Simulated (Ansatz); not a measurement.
**Geometry relaxation of Ni3Ge (part 1 of 2)**

Ni3Ge (4 atoms in the cell), computed with DFT PBEsol, scalar-relativistic, plane waves, PAW, no spin polarisation (Ansatz 0.2.0).

The structure derives from a Materials Project entry. It belongs to a series of runs on one base structure; here: cure: more steps. Figures and captions count atoms from 1; the log counts them from 0 in places.

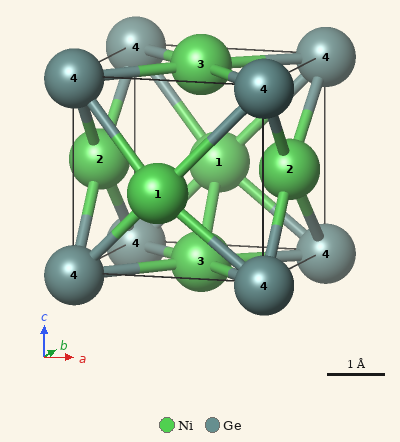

Figure 1. The starting structure (ball-and-stick view of the cell of the calculation, seen slightly off an axis; atoms are numbered from 1 in the order of the input). An atom can appear more than once, as a periodic image.

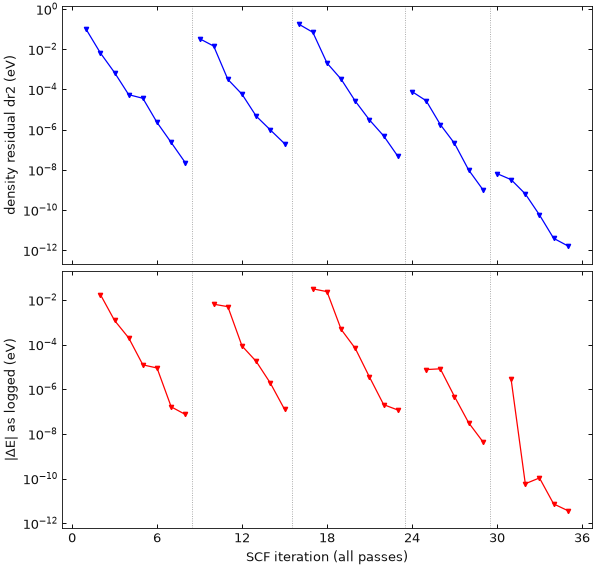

Figure 2. Convergence of the self-consistent field: density residual dr2 and size of the energy change against the SCF iteration. The dotted lines part the SCF passes of the relaxation: geometry steps, rejected trials and re-solves on a re-selected basis. The 5 passes take 6 to 8 iterations each, 35 in all.

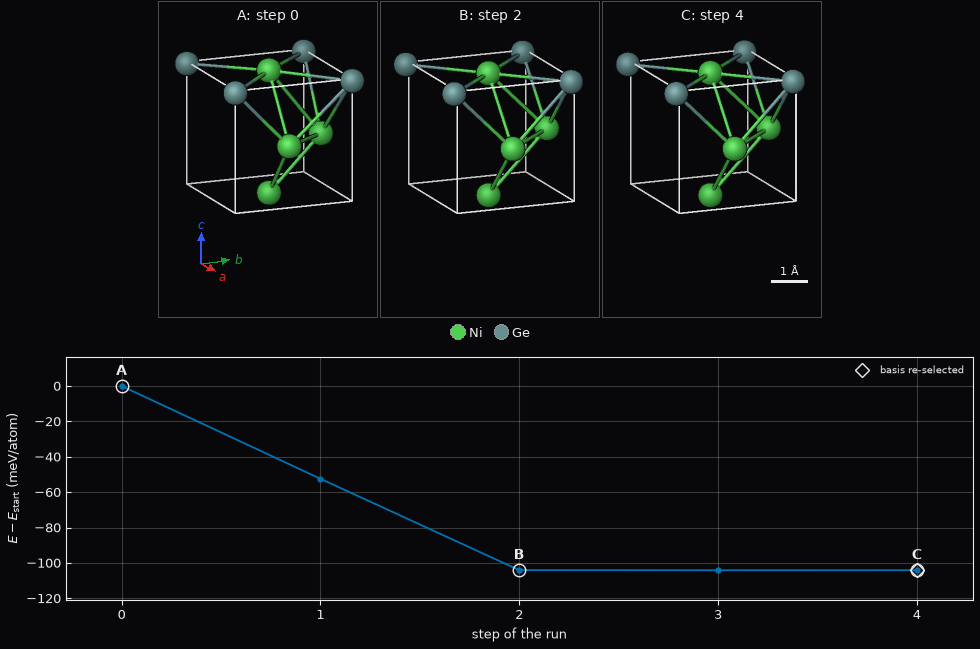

Figure 3. Frames of the relaxation (ball-and-stick view of the cell of the calculation, seen slightly off an axis) above the curves, on which the letters mark them (the first geometry is step 0 here and step 1 in the log).

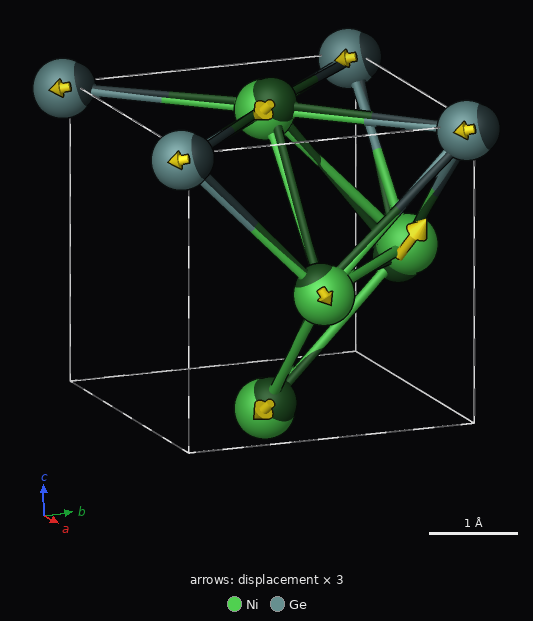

Figure 4. Start (faint) and end (solid) with the displacements as yellow arrows, magnified 3 times (ball-and-stick view of the cell of the calculation, seen slightly off an axis). The energy falls by 104 meV per atom in 3 geometry steps. The largest force component goes from 2.3 to 0.0003 eV/Å. Pressure: 4.74 GPa at the start and 0.01 GPa at the end. The largest move relative to the cell is that of Ni1, 0.22 Å. Largest moves by element: Ni 0.22 Å, Ge 0.09 Å. The volume changes by −0.4 %, with a = b = c 3.530 → 3.525 Å (−0.1 %). Among the contacts that change: Ni1–Ni3 2.767 → 2.493 Å, Ni1–Ge4 2.756 → 2.493 Å, Ni2–Ge4 2.610 → 2.493 Å, Ni1–Ni2 2.604 → 2.493 Å. The space group (tolerance 0.01 Å) goes from P1 (No. 1) to Pm-3m (No. 221). A last SCF at the same geometry on a re-selected plane-wave basis shifts the energy by +0.0 meV per atom. (Atoms are counted from 1 in the order of the input.)

The input that produced these results follows, with the program's output.

Input:
```yaml
crystal:
  lattice:
    - [3.5303341067, 0.0, 0.0]
    - [0.0, 3.5303341067, 0.0]
    - [0.0, 0.0, 3.5303341067]
  atoms:
    - { symbol: Ni, position: [0.4589541945, -0.0432188201, 0.4304170039] }
    - { symbol: Ni, position: [-0.0117071451, 0.4660318714, 0.4987476222] }
    - { symbol: Ni, position: [0.5158453185, 0.4888834483, 0.0029241634] }
    - { symbol: Ge, position: [0.0067507498, -0.0026238645, -0.0149317793] }
basis:
  ecutwfc: 420
kpoints:
  mp_grid: { grid: [6, 6, 6] }
hamiltonian:
  xc: pbesol
scf:
  occupations: { method: gaussian, width: 0.1 }
output:
  forces: true
  stress: true
  eigenvalues: true
relax:
  adjacent_minimum: "off"
  f_tol: 0.005
  max_steps: 100
  cell: { stress_tol: 0.05 }
```

Launched with:
```bash
ansatz run input.yaml --threads 1 --pin off --max-ram 2560MiB --backend cpu --events-out ev --progress --plain --runs-dir out
```

What the program printed:
```
Engine: ansatz 0.2.0, x86_64-unknown-linux-gnu
Pseudopotentials: kind: paw
Pseudopotential: Ni, paw, valence charge 18, recommended cutoff 420 eV (normal), Ni.paw.azcp
Pseudopotential: Ge, paw, valence charge 14, recommended cutoff 420 eV (normal), Ge.paw.azcp
Functional definition: PBEsol
  exchange = pbesol_x
  correlation = pbesol_c
Crystal: 4 atoms, lattice volume = 43.999 Å³
Basis set: ecut = 420 eV, 847 PW (Γ), exchange–correlation on 48×48×48 points (8 copies of the dense FFT grid, shifted against one another)
Bands: 41, of which v1, the nominal top of the filled ones, is band 34 counted from 1 (33 counted from 0)
Symmetry: 1 space group operations
Space group: P1 (ITA 1), of the structure as read, at distance tolerance 3.5e-5 Å
k-points: 112 of 216 (time reversal used)
Non-local potential: Ni, projectors of the file, l = 0: 3, l = 1: 2, l = 2: 3, l = 3: 1
Non-local potential: Ge, projectors of the file, l = 0: 2, l = 1: 2, l = 2: 3, l = 3: 1
PAW form: soft (Blöchl's): semilocal exchange-correlation on the pseudo side does not see the compensation charge
PAW frozen core: Ni, regenerated for the run's functional, and the local potential with it (the file was generated under x = pbe(κ = 0.804, μ = 0.2195149727645171), c = pbe(β = 0.06672455060314922))
PAW frozen core: Ge, regenerated for the run's functional, and the local potential with it (the file was generated under x = pbe(κ = 0.804, μ = 0.2195149727645171), c = pbe(β = 0.06672455060314922))
PAW one-centre angular grid: Ni, 590 points (default); XC on 64 Gauss nodes
PAW one-centre angular grid: Ge, 590 points (default); XC on 64 Gauss nodes
Initial density: superposition of atomic densities (neutral atoms: chi_scale 0, normalization atom), corrected by the library's trained network
Initial wavefunctions: pseudopotential atomic-orbital guess
Functional: x = pbesol(κ = 0.804, μ = 0.12345679012345678), c = pbesol(β = 0.046)
SCF iter   1: F=—  HF=-21669.394958 eV  |F-HF|=—  |Δ(HF+E_count)|=         —  Δρ=2.07e-2  dr2=9.65e-2  ethr=1.77e-3  ⟨swp⟩=5.8  Hψ=15008  notcnv=0  defer=51
preconditioner: auto → Kerker (q_TF=auto, 2.934 Å⁻¹)  [metal: Δε(μ)=0.008 eV  Ē_g=13.222 eV  σ=0.100 eV  W_gap=0.04  n_scr=18 (ndim 8)  ℏωp=37.1 eV  f_vac=0.000  D(μ)=1.85/eV (n_scr^D=18)]
SCF iter   2: F=—  HF=-21669.377579 eV  |F-HF|=—  |Δ(HF+E_count)|=   1.74e-2  Δρ=5.20e-3  dr2=6.51e-3  ethr=1.42e-4  ⟨swp⟩=2.7  Hψ=9364  notcnv=0  defer=249
SCF iter   3: F=—  HF=-21669.376375 eV  |F-HF|=—  |Δ(HF+E_count)|=   1.20e-3  Δρ=1.49e-3  dr2=6.87e-4  ethr=9.57e-6  ⟨swp⟩=1.4  Hψ=4652  notcnv=0  defer=249
SCF iter   4: F=—  HF=-21669.376177 eV  |F-HF|=—  |Δ(HF+E_count)|=   1.98e-4  Δρ=3.39e-4  dr2=5.46e-5  ethr=1.01e-6  ⟨swp⟩=2.1  Hψ=6551  notcnv=0  defer=249
SCF iter   5: F=—  HF=-21669.376164 eV  |F-HF|=—  |Δ(HF+E_count)|=   1.23e-5  Δρ=2.51e-4  dr2=3.61e-5  ethr=8.02e-8  ⟨swp⟩=2.6  Hψ=6471  notcnv=0  defer=249
SCF iter   6: F=—  HF=-21669.376155 eV  |F-HF|=—  |Δ(HF+E_count)|=   8.90e-6  Δρ=6.46e-5  dr2=2.27e-6  ethr=5.31e-8  ⟨swp⟩=2.0  Hψ=5570  notcnv=0  defer=249
SCF iter   7: F=—  HF=-21669.376155 eV  |F-HF|=—  |Δ(HF+E_count)|=   1.62e-7  Δρ=2.25e-5  dr2=2.28e-7  ethr=3.33e-9  ⟨swp⟩=2.0  Hψ=6780  notcnv=0  defer=249
SCF iter   8: F=-21669.376155 eV  HF=-21669.376155 eV  |F-HF|=1.89e-8  |Δ(HF+E_count)|=   7.37e-8  Δρ=8.55e-6  dr2=2.23e-8  ethr=1.47e-10  ⟨swp⟩=8.1  Hψ=20222  notcnv=0
SCF 1 converged in 8 iterations: F = -21669.376155 eV  dr2 = 2.23e-8
  greatest PAW one-centre occupation: 1.001 electrons in one spin orbital (limit 2), on the Ni atom at site 0 (counted from 0), in its partial waves of l = 1
relax step   1: F+E_penalty+E_count = -21669.37615520 eV  Δ(F+E_penalty+E_count) = +0.000e0 eV  max|allowed force component| = 2.270e0 eV/Å  Δτ_max = 0.0000 Å  P = +4.744 GPa  Ω = 43.999 Å³  (8 SCF iters, dr2 threshold 1.00e-7 eV, accepted)
Crystal: 4 atoms, lattice volume = 43.884 Å³
Initial density: handed on by an earlier stage of this run
Initial wavefunctions: those handed on with the density
iter 1 solved again at ethr=4.96e-5 eV; its pass at ethr=3.10e-3 eV (dr2=3.37e-2 eV) is discarded
SCF iter   1: F=—  HF=-21669.597396 eV  |F-HF|=—  |Δ(HF+E_count)|=         —  Δρ=8.29e-3  dr2=3.35e-2  ethr=4.96e-5  ⟨swp⟩=1.5  Hψ=18920  notcnv=0
preconditioner: auto → Kerker (q_TF=auto, 2.935 Å⁻¹)  [metal: Δε(μ)=0.017 eV  Ē_g=13.270 eV  σ=0.100 eV  W_gap=0.10  n_scr=18 (ndim 8)  ℏωp=37.2 eV  f_vac=0.000  D(μ)=1.90/eV (n_scr^D=18)]
SCF iter   2: F=—  HF=-21669.591000 eV  |F-HF|=—  |Δ(HF+E_count)|=   6.40e-3  Δρ=4.81e-3  dr2=1.43e-2  ethr=4.93e-5  ⟨swp⟩=1.0  Hψ=4592  notcnv=0
SCF iter   3: F=—  HF=-21669.586031 eV  |F-HF|=—  |Δ(HF+E_count)|=   4.97e-3  Δρ=8.70e-4  dr2=3.15e-4  ethr=2.10e-5  ⟨swp⟩=2.0  Hψ=6764  notcnv=0
SCF iter   4: F=—  HF=-21669.585944 eV  |F-HF|=—  |Δ(HF+E_count)|=   8.63e-5  Δρ=4.58e-4  dr2=5.76e-5  ethr=4.63e-7  ⟨swp⟩=2.0  Hψ=8364  notcnv=0
SCF iter   5: F=—  HF=-21669.585927 eV  |F-HF|=—  |Δ(HF+E_count)|=   1.76e-5  Δρ=1.01e-4  dr2=4.68e-6  ethr=8.47e-8  ⟨swp⟩=2.8  Hψ=6922  notcnv=0
SCF iter   6: F=—  HF=-21669.585925 eV  |F-HF|=—  |Δ(HF+E_count)|=   1.88e-6  Δρ=5.28e-5  dr2=9.62e-7  ethr=6.88e-9  ⟨swp⟩=2.1  Hψ=6142  notcnv=0
SCF iter   7: F=-21669.585925 eV  HF=-21669.585925 eV  |F-HF|=1.80e-7  |Δ(HF+E_count)|=   1.26e-7  Δρ=2.08e-5  dr2=2.01e-7  ethr=5.88e-10  ⟨swp⟩=5.2  Hψ=19502  notcnv=0
SCF 2 converged in 7 iterations: F = -21669.585925 eV  dr2 = 2.01e-7
relax step   2: F+E_penalty+E_count = -21669.58592451 eV  Δ(F+E_penalty+E_count) = -2.098e-1 eV  max|allowed force component| = 1.499e0 eV/Å  Δτ_max = 0.0636 Å  P = +2.498 GPa  Ω = 43.884 Å³  energy of the carried Pulay correction = +4.685e-5 eV  (7 SCF iters, dr2 threshold 4.00e-7 eV, accepted)
Crystal: 4 atoms, lattice volume = 43.816 Å³
iter 1 solved again at ethr=2.63e-4 eV; its pass at ethr=3.10e-3 eV (dr2=1.79e-1 eV) is discarded
SCF iter   1: F=—  HF=-21669.847639 eV  |F-HF|=—  |Δ(HF+E_count)|=         —  Δρ=2.04e-2  dr2=1.78e-1  ethr=2.63e-4  ⟨swp⟩=1.4  Hψ=19452  notcnv=0
preconditioner: auto → Kerker (q_TF=auto, 2.936 Å⁻¹)  [metal: Δε(μ)=0.012 eV  Ē_g=13.282 eV  σ=0.100 eV  W_gap=0.07  n_scr=18 (ndim 8)  ℏωp=37.2 eV  f_vac=0.000  D(μ)=1.71/eV (n_scr^D=18)]
SCF iter   2: F=—  HF=-21669.816408 eV  |F-HF|=—  |Δ(HF+E_count)|=   3.12e-2  Δρ=1.15e-2  dr2=6.93e-2  ethr=2.62e-4  ⟨swp⟩=2.0  Hψ=5059  notcnv=0
SCF iter   3: F=—  HF=-21669.792970 eV  |F-HF|=—  |Δ(HF+E_count)|=   2.34e-2  Δρ=2.12e-3  dr2=2.05e-3  ethr=1.02e-4  ⟨swp⟩=2.1  Hψ=7273  notcnv=0
SCF iter   4: F=—  HF=-21669.792494 eV  |F-HF|=—  |Δ(HF+E_count)|=   4.75e-4  Δρ=1.11e-3  dr2=3.21e-4  ethr=3.02e-6  ⟨swp⟩=2.0  Hψ=6745  notcnv=0
SCF iter   5: F=—  HF=-21669.792428 eV  |F-HF|=—  |Δ(HF+E_count)|=   6.65e-5  Δρ=2.88e-4  dr2=2.59e-5  ethr=4.72e-7  ⟨swp⟩=2.8  Hψ=8729  notcnv=0
SCF iter   6: F=—  HF=-21669.792424 eV  |F-HF|=—  |Δ(HF+E_count)|=   3.49e-6  Δρ=9.88e-5  dr2=3.01e-6  ethr=3.81e-8  ⟨swp⟩=2.0  Hψ=7079  notcnv=0
SCF iter   7: F=—  HF=-21669.792424 eV  |F-HF|=—  |Δ(HF+E_count)|=   2.03e-7  Δρ=3.48e-5  dr2=4.86e-7  ethr=5.88e-10  ⟨swp⟩=6.1  Hψ=19934  notcnv=0
SCF iter   8: F=-21669.792424 eV  HF=-21669.792424 eV  |F-HF|=8.85e-8  |Δ(HF+E_count)|=   1.17e-7  Δρ=1.18e-5  dr2=4.72e-8  ethr=5.88e-10  ⟨swp⟩=5.0  Hψ=18393  notcnv=0
SCF 3 converged in 8 iterations: F = -21669.792424 eV  dr2 = 4.72e-8
relax step   3: F+E_penalty+E_count = -21669.79242402 eV  Δ(F+E_penalty+E_count) = -2.065e-1 eV  max|allowed force component| = 2.393e-2 eV/Å  Δτ_max = 0.1563 Å  P = -0.034 GPa  Ω = 43.816 Å³  energy of the carried Pulay correction = +7.438e-5 eV  (8 SCF iters, dr2 threshold 4.00e-7 eV, accepted)
Crystal: 4 atoms, lattice volume = 43.807 Å³
iter 1 solved again at ethr=1.21e-7 eV; its pass at ethr=3.10e-3 eV (dr2=8.23e-5 eV) is discarded
```
